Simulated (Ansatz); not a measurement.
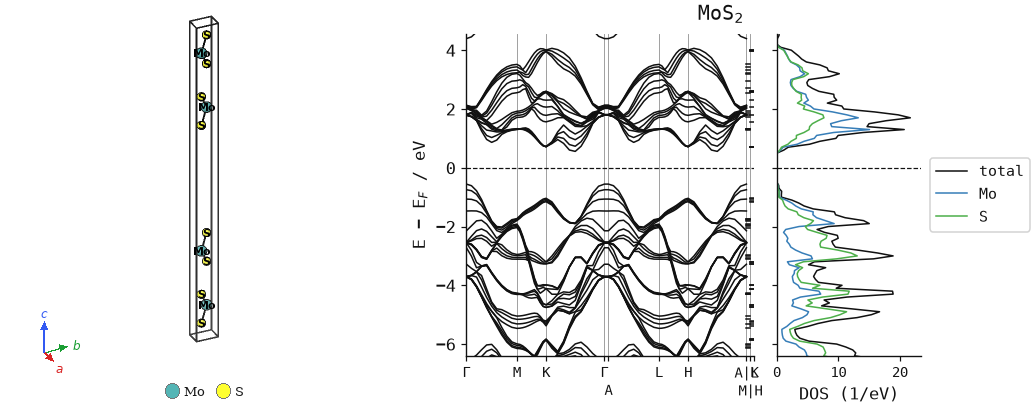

Band structure and density of states, beside the structure. Energies are counted from the Fermi level. The partial curves are projected on Löwdin-orthogonalised atomic shells.

The material is MoS₂, space group P-3m1, 12 atoms in the cell.

Level of theory: DFT PBEsol, scalar-relativistic, plane waves, PAW, no spin polarisation, 12×12×1 k mesh; code Ansatz 0.2.0.

Question: Is there a gap? Give its size, its kind and where the band edges lie.

Answer: The bands leave a gap. The gap along this path is 1.11 eV and indirect, from the valence-band top at Γ to the conduction-band bottom between K and Γ; the smallest direct gap is 1.76 eV, at K.

Question: What is the character of the states on either side of the gap?

Answer: By projected weight, the top eV of the valence band is Mo (65 %) and S (35 %); the bottom eV of the conduction band is Mo (65 %) and S (35 %).
